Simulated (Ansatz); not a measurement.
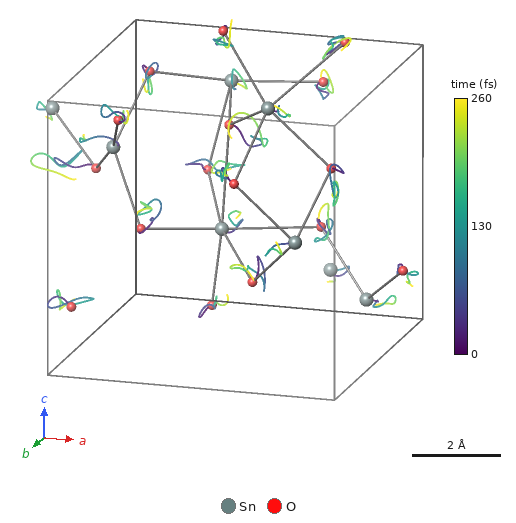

A Born-Oppenheimer molecular dynamics run of a 24-atom cell of SnO$_{2}$, 260 fs long. It starts from the last geometry of an earlier run, with fresh velocities. Lines trace each atom's path, coloured by time; spheres stand at the starting positions. Seen from a free direction in the simulation cell.

Level of theory: DFT PBE, scalar-relativistic, plane waves, PAW (Ansatz). Set-up: plane-wave cutoff 420 eV; k-point mesh 2 × 2 × 2; Fermi-Dirac smearing 0.3 eV; low-accuracy preset; volume 1.05 times that of the relaxed crystal; Nosé-Hoover thermostat (NVT); set temperature 2100 K; time step 1 fs; thermostat time 50.0 fs.

Q: What do the traces tell about the motion?

A: In the second half of the run the atoms are, in the root-mean-square, this far from where they began (common drift taken out): O 0.57 Å, Sn 0.56 Å. Against the typical shortest distance between atoms in the first frame, about 1.9 Å these are large excursions, but over 260 fs one can't yet tell strong vibration from the start of diffusion. The conserved quantity stays between −0.42 and 0 meV per atom of its start. A straight-line fit has a slope that amounts to −0.11 meV per atom over 260 fs (under 0.1 % of the mean kinetic energy), its mean offset in the second half is 0.1 %, and the ripple about the line is 0.2 % of the kinetic energy's fluctuation. With a drift under 2 % and a ripple under 7 %, the integration is accurate.

Limits of the set-up: the program's low-accuracy preset was used.

PAW datasets: the set soft_1.
